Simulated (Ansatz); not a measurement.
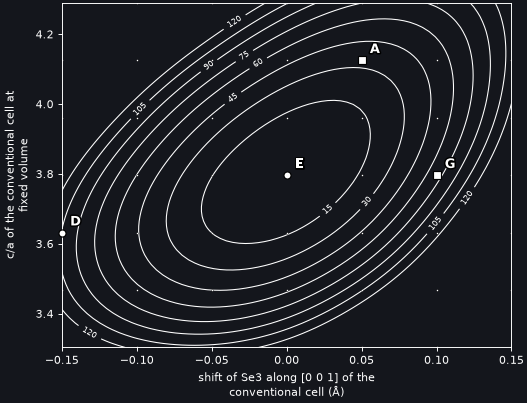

MoSe2 (P6_3/mmc, No. 194; 6 atoms in the cell). The energy is mapped over a free internal coordinate and the cell. Coordinates scanned: (1) shift of Se3 along [0 0 1] of the conventional cell, Cartesian (0 0 1), its symmetry partners moved as symmetry demands (measured in the relaxed cell); (2) c/a of the conventional cell at fixed volume. Nothing is relaxed (all other coordinates fixed). Grid: 7 × 7 points. Points are written as (first, second). All energies are given in meV/atom relative to the lowest grid point. The band gap closes in part of the range. Computed with Ansatz 0.2.0, DFT LDA+D3(BJ), scalar-relativistic, plane waves, PAW. Settings: cutoff 420 eV, k-mesh 12×12×4 in the order of the run's cell vectors, gaussian smearing 0.05 eV, no spin polarisation.

In the figure: contour lines labelled in meV/atom (none above 120), dots at the grid points, lettered points. Between grid points the surface is interpolated.

### Rank the lettered points by energy, lowest first.

E (0 meV/atom), A (34 meV/atom), G (69 meV/atom), D (104 meV/atom).

### What kind of point is each of E, G: minimum, saddle, maximum or slope?

E: minimum; G: on a slope. (In these two coordinates alone; a stationary point may lie a little off the grid point.)

PAW datasets: the set soft_1.
